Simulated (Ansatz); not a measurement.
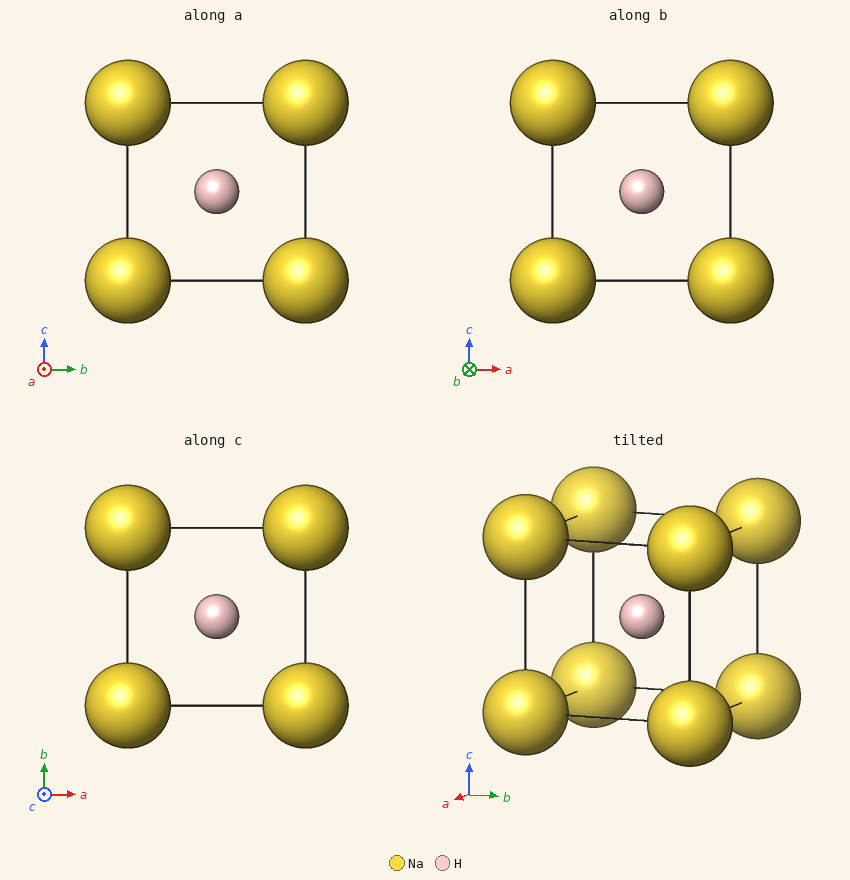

Spheres-only representation of a periodic structure, projected along the a axis, along the b axis, along the c axis and slightly off an axis. Thin lines show the conventional unit cell, with boundary atoms drawn in all their periodic places.

Lattice parameters: a = 2.969 Å, b = 2.969 Å, c = 2.969 Å, α = 90.00°, β = 90.00°, γ = 90.00°.

Question: Put the structure into a table of Wyckoff sites.

Answer: Space group Pm-3m (No. 221).
| atom | site | x | y | z |
| --- | --- | --- | --- | --- |
| Na | 1a | 0.0000 | 0.0000 | 0.0000 |
| H | 1b | 0.5000 | 0.5000 | 0.5000 |

Origin of the cell: a structure type filled with these elements by a generator (whether the compound takes this form wasn't checked). Earlier steps of the study may have refined or changed the cell and positions. Ansatz was used for an electronic-structure calculation on it.
